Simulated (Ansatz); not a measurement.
```
W Se
1.0
     3.27904    0.00000    0.00000
    -1.63952    2.83973    0.00000
     0.00000    0.00000   12.79283
W Se
2 4
Direct
  0.66667 0.33333 0.25002
  0.33333 0.66667 0.74998
  0.33333 0.66667 0.38168
  0.66667 0.33333 0.88164
  0.33333 0.66667 0.11836
  0.66667 0.33333 0.61832
```

Space group P6₃/mmc; a structure from a database of computed crystals, not necessarily the ambient phase; not relaxed (largest force 0.4 eV/Å).

These are results of Ansatz 0.2.0, DFT r2SCAN, scalar-relativistic, plane waves, PAW, not measurements.

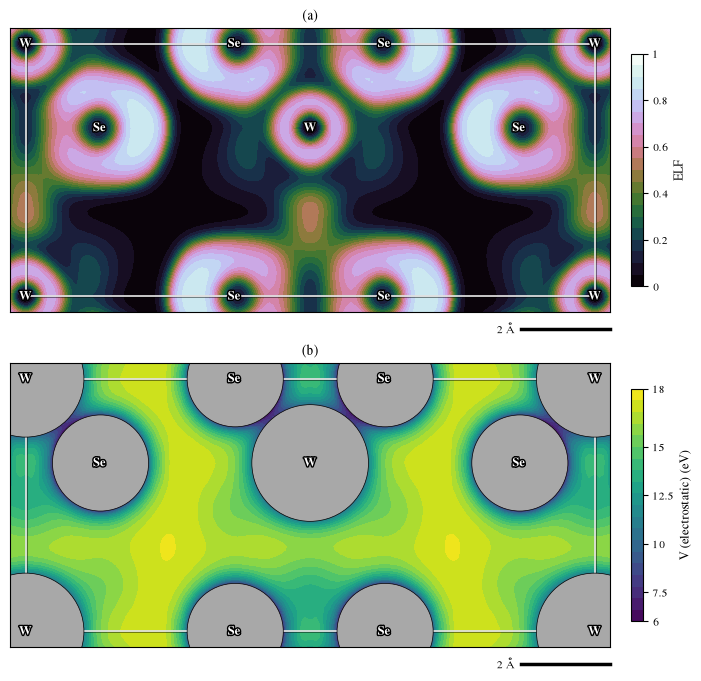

WSe₂. (a) ELF; (b) electrostatic potential energy of an electron on the (110) plane of the conventional cell. Grey discs cover the atomic cores in the potential map.

In a PAW calculation such maps are meaningful between the atoms, not at the nuclei.

### Read the bonding off the picture.

The section cuts through W and Se sites.
W–Se (2.53 Å): the ELF is about 0.55 at the midpoint.
The features right at W lie inside the PAW spheres, where the map follows smoothed inner orbitals and isn't to be read closely.
Outside the cores the potential energy rises away from the atoms and is highest about 2.4 Å from the nearest atoms; its zero is arbitrary.

### Does the calculation make it a metal, or give it a gap?

It is gapped, with a Kohn–Sham gap of 1.0 eV on the k-point mesh (the band edges may lie off the mesh, which would make the gap smaller).

### Which way does charge flow, and how much by Bader's partition?

Electrons move from W towards Se. Bader charges: W +1.16 and Se −0.58 e.
